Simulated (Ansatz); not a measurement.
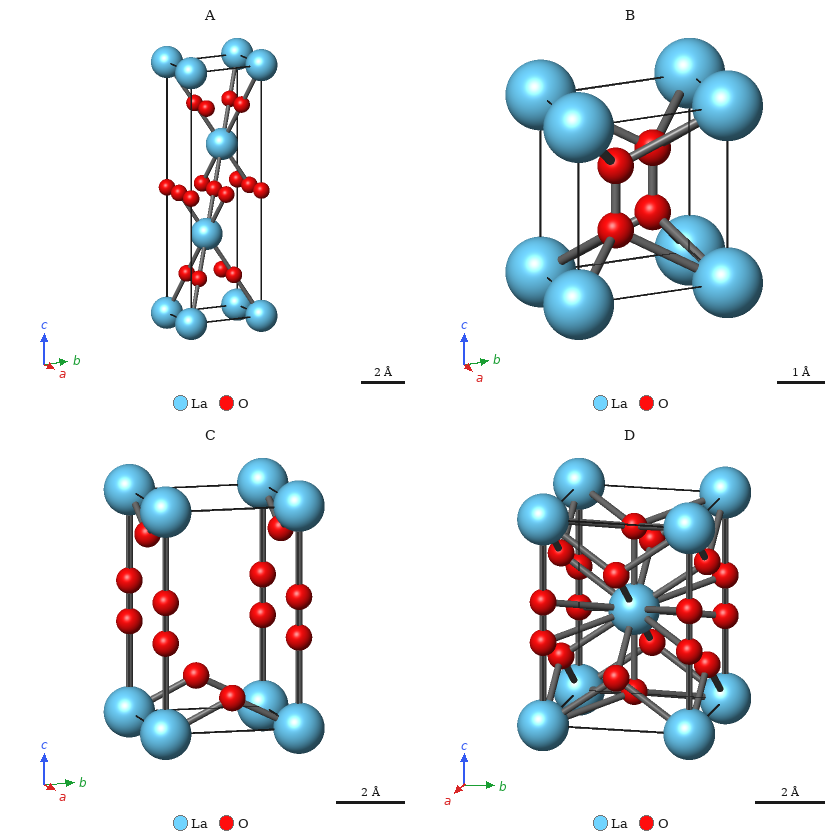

Four structures of LaO$_{4}$, each relaxed to rest (conventional cells in solid outline, small ones repeated, each panel with its own scale). Method: DFT PBE, scalar-relativistic, plane waves, PAW (Ansatz 0.2.0), without spin polarisation.

### Give the type and space group of each panel.

A: 15 atoms a cell on a rhombohedral (trigonal R) lattice, R-3m; B: 5 atoms a cell on a primitive hexagonal lattice, P6/mmm; C: 5 atoms a cell on a primitive tetragonal lattice, P-4m2; D: 10 atoms a cell on a body-centred tetragonal lattice, I4/mmm.

### Which of these is lowest in energy, and how far above it do the others lie?

B, then D (+99 meV/atom), C (+159 meV/atom) and A (+840 meV/atom), energies at zero smearing.

### Collect the results in a table.

| panel | structure | E − E(lowest) (meV/atom) | volume (Å³/atom) | gap (eV) |
| --- | --- | --- | --- | --- |
| B | P6/mmm | 0 | 11.9 | metal |
| D | I4/mmm | 99 | 12.0 | metal |
| C | P-4m2 | 159 | 22.1 | metal |
| A | R-3m | 840 | 14.7 | metal |

Some of these may be structure types tried for this composition rather than known phases, and the most stable form need not be among them. Gaps are taken on the k-mesh or band path of each run.
